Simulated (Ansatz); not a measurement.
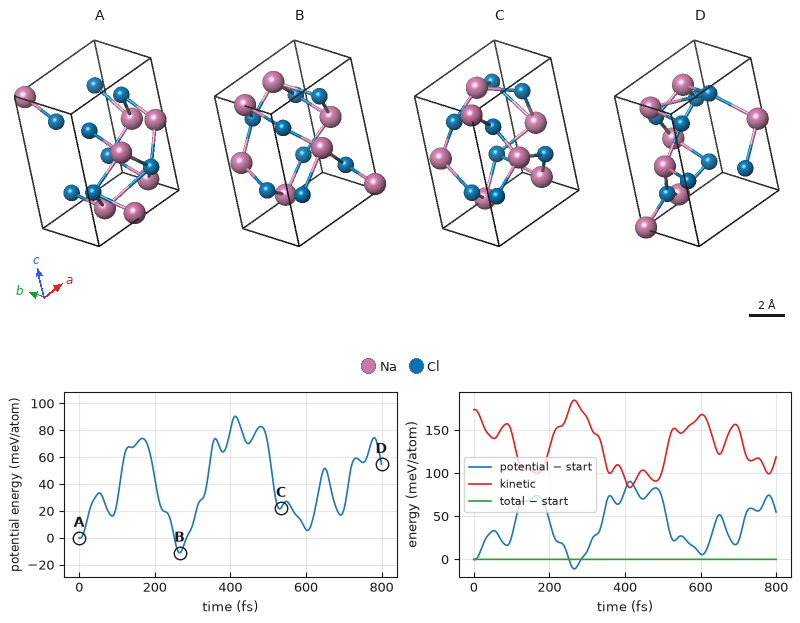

A Born-Oppenheimer molecular dynamics run of NaCl with a Na vacancy (15 atoms in the cell, charge -1), 800 fs long. It starts from the last geometry of an earlier run, with fresh velocities. Frames (A at 0 fs, B at 266 fs, C at 534 fs, D at 800 fs) and the history of the run. The picture is a ball-and-stick view of the reduced simulation cell, seen slightly off an axis. Atoms that leave the cell re-enter on the other side. Bonds to atoms that aren't drawn are left out. Lengths and directions refer to the drawn axes.

These are results of DFT LDA, scalar-relativistic, plane waves, PAW (Ansatz), not measurements. Set-up: plane-wave cutoff 420 eV; k-point mesh 2 × 2 × 2; Fermi-Dirac smearing 0.05 eV; constant energy (NVE); velocities drawn for 1440 K; time step 2 fs.

Question: Describe the run.

Answer: In the second half of the run the atoms are, in the root-mean-square, this far from where they began (common drift taken out): Na 0.88 Å, Cl 0.79 Å. Against the typical shortest distance between atoms in the first frame, about 2.6 Å these are large excursions, but over 800 fs one can't yet tell strong vibration from the start of diffusion. Over the second half the temperature averages 1045 K (spread ±211 K). The potential energy in the second half lies on average 47.6 meV per atom above the first frame.

Limits of the set-up: the periodic images lie only 8.4 Å apart, so the values are limited by the cell's size; the cell is charged, on a uniform background, and energies carry no finite-size correction.

Cost: 15 min on 2 threads of Intel(R) Xeon(R) Platinum 8488C (Sapphire Rapids), on a shared host, peak memory 0.89 GiB.
